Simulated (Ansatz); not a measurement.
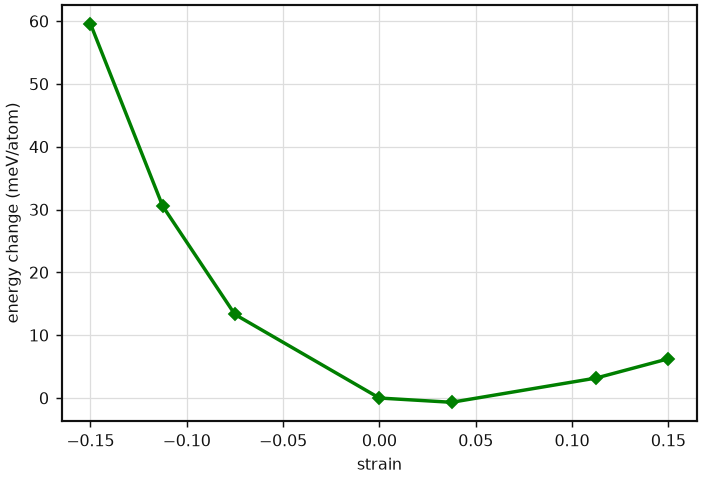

The picture above shows the energy change against strain for C, space group R-3m (No. 166).

The given structure:
```
CELL_PARAMETERS angstrom
1.22803 0.70900 3.34701
-1.22803 0.70900 3.34701
0.00000 -1.41800 3.34701
ATOMIC_POSITIONS crystal
C 0.16400 0.16400 0.16400
C 0.83600 0.83600 0.83600
```

Calculation (Ansatz 0.2.0): homogeneous strain of a crystal along one Voigt pattern with engineering shear, fractional coordinates fixed, by plane-wave density functional theory with PAW datasets, free energies less that of the undisturbed cell, pressure positive in compression; scalar-relativistic. Level: r2SCAN, no spin polarisation.

| setting | value |
| --- | --- |
| wave cutoff | 500 eV |
| k mesh | 15×15×15 |
| occupations | Gaussian |
| smearing width | 0.05 eV |
| k shift | (0, 0, 0) (mesh steps) |
| start | as given |
| strain pattern | (0, 0, 1, 0, 0, 0) (xx yy zz yz xz xy with engineering shear) |

From this curve and the settings, what does the calculation give for the tensile stress summed over the strain pattern, pressure and gap on the k mesh at the same points?

The tensile stress summed over the strain pattern rises from −17.8 GPa at strain −0.1500 to 1.6 GPa at 0.1500, and changes sign near 0.030. The pressure falls from 4.926 GPa at strain −0.1500 to −0.480 GPa at 0.1500, and changes sign near 0.020. The gap on the k mesh stays open and runs from 0.391 eV at strain −0.1500 to 0.340 eV at 0.1500, with its largest value, 0.947 eV, at −0.0750.

```tsv
strain	tensile stress summed over the strain pattern (GPa)	pressure (GPa)	gap on the k mesh (eV)
-0.1500	-17.8	4.926	0.391
-0.1125	-10.9	2.915	0.740
-0.0750	-6.2	1.585	0.947
0.0000	-1.0	0.178	0.793
0.0375	0.3	-0.154	0.645
0.1125	1.4	-0.440	0.422
0.1500	1.6	-0.480	0.340
```

Limits of the calculation: odd k mesh can miss points on the zone edge; reference crystal is not relaxed.
